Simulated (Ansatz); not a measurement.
Field-gradient calculation, with input and output: Ge

- system: Ge (2 atoms in the cell)
- method: DFT, PBEsol, PAW with Ansatz's default frozen-core files, scalar-relativistic, no spin polarisation (Ansatz 0.2.0)

The structure derives from an entry of the Crystallography Open Database. It belongs to a series of runs on one base structure; here: equal xx and yy strain of +1 %, PAW files. Figures and captions count atoms from 1; the log counts them from 0 in places.

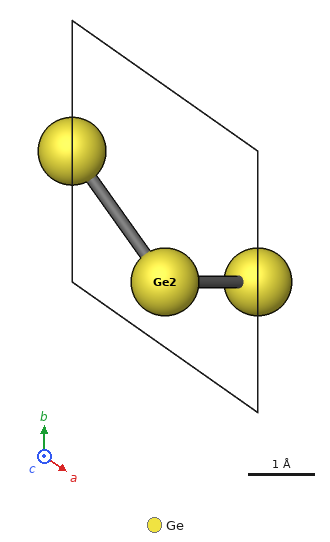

**Figure 1.** The structure (ball-and-stick view of the reduced cell, along the c axis; atoms are numbered from 1 in the order of the input). Near neighbours in the crystal (not all of them lie inside the picture): Ge has 4 Ge at 2.47 Å.

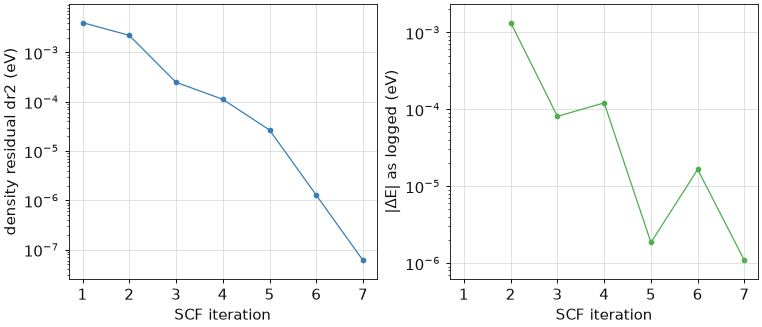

**Figure 2.** Convergence of the self-consistent field: density residual dr2 and size of the energy change against the SCF iteration. The residual falls at every step.

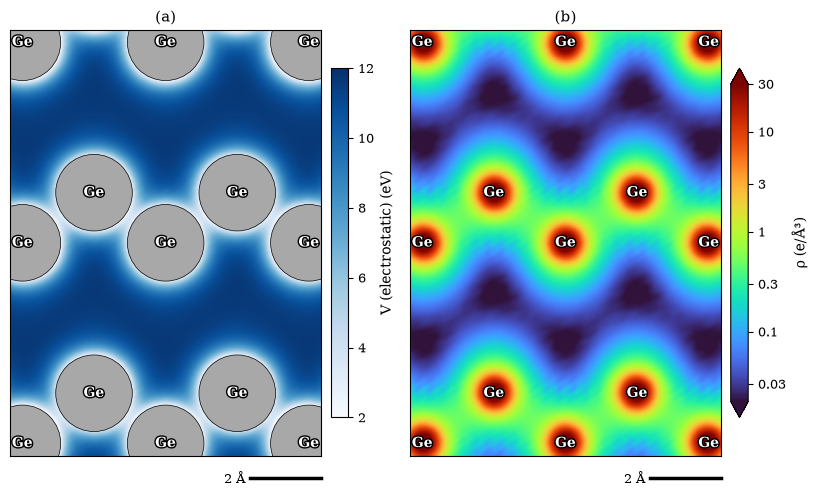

**Figure 3.** (a) electrostatic potential (local pseudopotential plus Hartree) felt by an electron; (b) valence charge density (pseudo) on the (100) plane of the conventional cell. Grey discs, where drawn, cover atomic cores. Ge–Ge (2.47 Å): ρ is about 0.49 e/Å³ halfway. Away from the nuclei the density in this plane falls to 0.02 e/Å³ at its lowest. Outside the cores the potential energy rises away from the atoms and is highest about 2.4 Å from the nearest atoms; outside the discs it spans about 10 eV, and its zero is arbitrary. In a PAW calculation such maps are meaningful between the atoms, not at the nuclei.

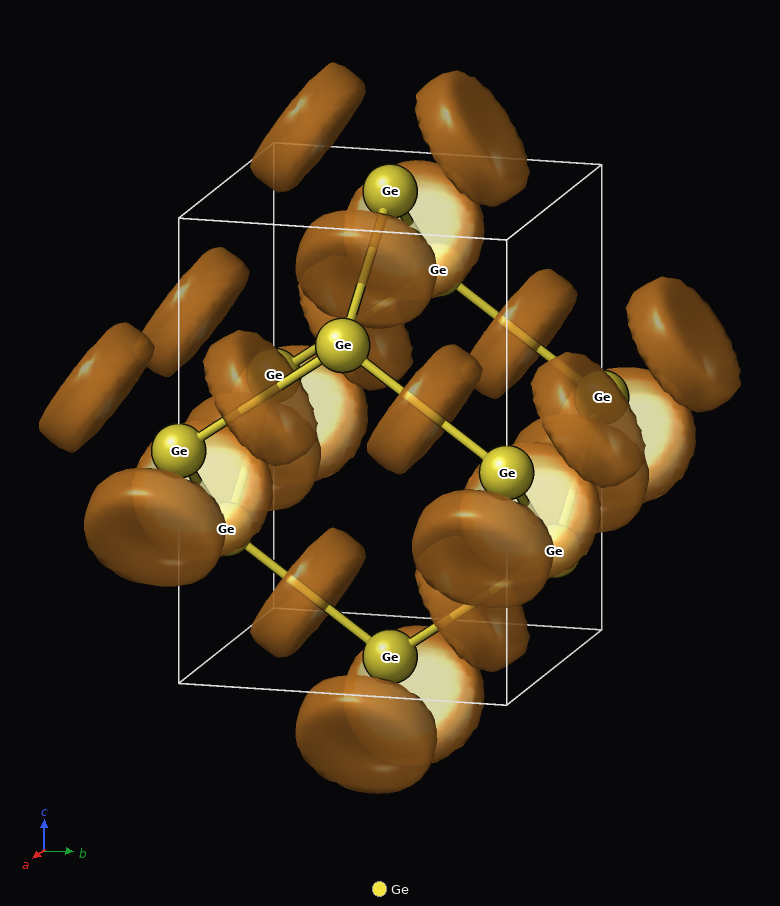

**Figure 4.** Isosurface of the ELF at 0.55 (orange), seen slightly off an axis. Core shells and regions of very low density are left out. Sticks mark near contacts. The outline is the cell set on symmetry axes. The ELF exceeds this value in eight regions between bonded Ge–Ge atoms (shared pairs), counted in one cell of 4 atoms.  Values along the shortest contacts: Ge–Ge (2.47 Å): the ELF peaks at about 0.75 between the atoms (a covalent bond).

The input and output of the run follow.

**Input file**
```yaml
crystal:
  lattice:
    - [0.0, 2.8570577, 2.82877]
    - [2.8570577, 0.0, 2.82877]
    - [2.8570577, 2.8570577, 0.0]
  atoms:
    - { symbol: Ge, position: [0.5, 0.5, 0.5] }
    - { symbol: Ge, position: [0.75, 0.75, 0.75] }
kpoints:
  mp_grid: { grid: [11, 11, 11] }
scf:
  occupations: { method: fermi_dirac, width: 0.05 }
hamiltonian:
  xc: pbesol
  pseudopotentials: { kind: paw }
output:
  forces: true
  stress: true
  eigenvalues: true
  efg: { contact_densities: true }
  write_density: true
  write_potential: true
  elf: true
  volumetric_format: npy
```

Run as:
```bash
ansatz run input.yaml --threads 1 --pin off --max-ram 3072MiB --backend cpu --events-out ev --progress --plain --runs-dir out
```

**Log**
```
Engine: ansatz 0.2.0, x86_64-unknown-linux-gnu
Pseudopotentials: kind: paw
Pseudopotential: Ge, paw, valence charge 14, recommended cutoff 420 eV (normal), Ge.paw.azcp
Functional definition: PBEsol
  exchange = pbesol_x
  correlation = pbesol_c
Crystal: 2 atoms, lattice volume = 46.181 Å³
Basis set: ecut = 420 eV, 909 PW (Γ), exchange–correlation on 54×54×60 points (8 copies of the dense FFT grid, shifted against one another)
Bands: 18, of which v1, the nominal top of the filled ones, is band 14 counted from 1 (13 counted from 0)
Symmetry: 16 space group operations
Space group: I41/amd (ITA 141), of the structure as read, at distance tolerance 3.6e-5 Å
k-points: 126 of 1331
Non-local potential: Ge, projectors of the file, l = 0: 2, l = 1: 2, l = 2: 3, l = 3: 1
PAW form: soft (Blöchl's): semilocal exchange-correlation on the pseudo side does not see the compensation charge
PAW frozen core: Ge, regenerated for the run's functional, and the local potential with it (the file was generated under x = pbe(κ = 0.804, μ = 0.2195149727645171), c = pbe(β = 0.06672455060314922))
PAW one-centre angular grid: Ge, 590 points (default); XC on 64 Gauss nodes
Initial density: superposition of atomic densities (neutral atoms: chi_scale 0, normalization atom), corrected by the library's trained network
Initial wavefunctions: pseudopotential atomic-orbital guess
Functional: x = pbesol(κ = 0.804, μ = 0.12345679012345678), c = pbesol(β = 0.046)
SCF iter   1: F=—  HF=-8506.992141 eV  |F-HF|=—  |Δ(HF+E_count)|=         —  Δρ=2.64e-3  dr2=4.03e-3  ethr=1.77e-3  ⟨swp⟩=6.0  Hψ=10867  notcnv=0
preconditioner: auto → Kerker (q_TF=auto, 2.510 Å⁻¹)  [metal: Δε(μ)=0.075 eV  Ē_g=23.272 eV  σ=0.050 eV  W_gap=0.34  n_scr=14 (ndim 8)  ℏωp=28.9 eV  f_vac=0.079  D(μ)=0.08/eV (n_scr^D=0)]
SCF iter   2: F=—  HF=-8506.990799 eV  |F-HF|=—  |Δ(HF+E_count)|=   1.34e-3  Δρ=1.88e-3  dr2=2.22e-3  ethr=1.44e-5  ⟨swp⟩=1.1  Hψ=3303  notcnv=0
SCF iter   3: F=—  HF=-8506.990880 eV  |F-HF|=—  |Δ(HF+E_count)|=   8.09e-5  Δρ=9.53e-4  dr2=2.48e-4  ethr=7.94e-6  ⟨swp⟩=2.0  Hψ=4032  notcnv=0
SCF iter   4: F=—  HF=-8506.990759 eV  |F-HF|=—  |Δ(HF+E_count)|=   1.21e-4  Δρ=3.29e-4  dr2=1.12e-4  ethr=8.85e-7  ⟨swp⟩=2.0  Hψ=4030  notcnv=0
SCF iter   5: F=—  HF=-8506.990757 eV  |F-HF|=—  |Δ(HF+E_count)|=   1.85e-6  Δρ=1.62e-4  dr2=2.67e-5  ethr=4.00e-7  ⟨swp⟩=2.0  Hψ=4032  notcnv=0
SCF iter   6: F=—  HF=-8506.990774 eV  |F-HF|=—  |Δ(HF+E_count)|=   1.65e-5  Δρ=3.90e-5  dr2=1.27e-6  ethr=9.52e-8  ⟨swp⟩=2.0  Hψ=2775  notcnv=0
SCF iter   7: F=-8506.990775 eV  HF=-8506.990775 eV  |F-HF|=1.02e-7  |Δ(HF+E_count)|=   1.08e-6  Δρ=1.63e-5  dr2=6.03e-8  ethr=3.57e-10  ⟨swp⟩=6.3  Hψ=13510  notcnv=0
SCF 1 converged in 7 iterations: F = -8506.990775 eV  dr2 = 6.03e-8
  greatest PAW one-centre occupation: 0.998 electrons in one spin orbital (limit 2), on the Ge atom at site 1 (counted from 0), in its partial waves of l = 2
SCF converged after 7 iterations
Free energy (F): -8506.990775 eV
Harris-Foulkes:  -8506.990775 eV  (|F-HF|=1.02e-7)
Internal energy: -8506.990050 eV  (E = F + TS)
E sigma→0 (E₀):  -8506.990412 eV
Entropy (-TS):   -0.000725 eV (-0.363 meV/atom)
Fermi energy:    8.173289 eV
--- Per-component energies (eV) ---
  E_band       = -308.759737
  E_kinetic    = 222.701035
  E_local      = -4972.437367  (includes V_loc(G=0)·N_el)
  E_nonlocal   = 840.082828
  E_hartree    = 2178.212328
  E_xc         = -149.747010
  E_vxc        = -129.211698  (∫ρ·V_xc dr)
  E_paw        = -3958.097330  (= ΣΔE_a)
  E_vpaw       = -626.341002  (= ΣTr[D̂ρ^β])
  E_aug_tail   = 0.000553  (compensation charges beyond the density's cutoff)
  E_ewald      = -2669.540959
  E_core_change = 1.835872  (= ΣΔE_core)
  E_smearing   = -0.000725  (= −TS)
  E_closure    = 0.000000  (closes the sum)
  Σ components = -8506.990775   (vs F -8506.990775, Δ=0.00e0)
--- Forces (eV/Å), atoms counted from 1 ---
  atom   1  Ge     0.00000000     0.00000000     0.00000000
  atom   2  Ge     0.00000000     0.00000000     0.00000000
  max |Σ_I F_I| component: 1.04e-17 eV/Å
--- Stress (GPa, compression-positive) ---
       -0.890861       0.000000       0.000000
        0.000000      -0.890861       0.000000
        0.000000       0.000000      -0.213223
  P = ⅓ Tr σ = -0.6650 GPa (-6.650 kbar)
--- PAW observables at the nuclei: V_zz in 10²¹ V/m², potentials from the cell's mean, atoms counted from 1 ---
  atom   1  Ge V_zz =    +0.049311   η = 0.0000   by run symmetry: allowed
            electrostatic potential = -4321.090773 V   contact ρ = 209850.102260 e/Å³
  atom   2  Ge V_zz =    +0.049311   η = 0.0000   by run symmetry: allowed
            electrostatic potential = -4321.090773 V   contact ρ = 209850.102260 e/Å³
--- Band table (eV; the first three rows and the last of 126) ---
  k-point 0: bands = ["-16.6027", "-16.6003", "-16.6003", "-16.5668", "-16.5660", "-16.3666", "-16.3666", "-16.3626", "-16.3552", "-16.3525", "-4.4635", "7.9859", "8.1570", "8.1570", "8.2320", "10.6685", "10.7161", "10.7161"]
  k-point 1: bands = ["-16.6066", "-16.6050", "-16.5997", "-16.5603", "-16.5597", "-16.3734", "-16.3733", "-16.3663", "-16.3472", "-16.3467", "-4.3642", "6.4318", "7.9647", "8.0176", "9.0457", "10.9364", "10.9695", "11.1429"]
  k-point 2: bands = ["-16.6145", "-16.6128", "-16.5963", "-16.5480", "-16.5476", "-16.3843", "-16.3836", "-16.3707", "-16.3390", "-16.3381", "-4.0709", "4.7002", "7.5727", "7.6342", "8.9682", "11.4535", "11.4678", "12.4572"]
  k-point 125: bands = ["-16.6365", "-16.6320", "-16.5488", "-16.5387", "-16.4585", "-16.4561", "-16.4147", "-16.4054", "-16.3157", "-16.3117", "-0.6673", "-0.5373", "4.7818", "5.1767", "8.8721", "9.4182", "16.9404", "17.0915"]
```

**File rho_z.tsv**
```
# z_ang	rho[e/angstrom^3]
# format = ansatz-planar-average/11
# lattice	0.000000000	2.857057700	2.828770000
# lattice	2.857057700	0.000000000	2.828770000
# lattice	2.857057700	2.857057700	0.000000000
# sites	2
# site	32	2.857057700	2.857057700	2.828770000
# site	32	4.285586550	4.285586550	4.243155000
0.000000	1.351719e-1
0.134683	1.176522e-1
0.269366	1.072784e-1
0.404049	1.015920e-1
0.538732	1.003808e-1
0.673415	1.039156e-1
0.808098	1.117665e-1
0.942781	1.253152e-1
1.077464	1.477332e-1
1.212147	1.847200e-1
1.346830	2.505705e-1
1.481513	3.749395e-1
1.616196	5.998523e-1
1.750879	9.349687e-1
1.885562	1.281000e0
2.020245	1.450648e0
2.154928	1.344563e0
2.289611	1.072409e0
2.424294	8.425597e-1
2.558977	7.904657e-1
2.693660	9.408880e-1
2.828343	1.216052e0
2.963026	1.429888e0
3.097709	1.398595e0
3.232392	1.117823e0
3.367075	7.566459e-1
3.501758	4.725173e-1
3.636441	3.028815e-1
3.771124	2.126085e-1
3.905807	1.638010e-1
```

**Results in brief**

- outcome: converged
- space group (tolerance 0.01 Å): I4₁/amd (141)
- electrons treated: 28
- free energy: −8506.9908 eV
- Fermi energy: 8.173 eV
- pressure: −0.66 GPa
- field gradient V_zz (10²¹ V/m²): Ge 0.0493, Ge 0.0493
- largest force (length of the vector): under 0.001 eV/Å
- hardware: 1 thread of Intel Xeon (Sapphire Rapids), 64 GiB of memory available, shared host
- wall time: 5.8 s
- peak memory: 0.45 GiB
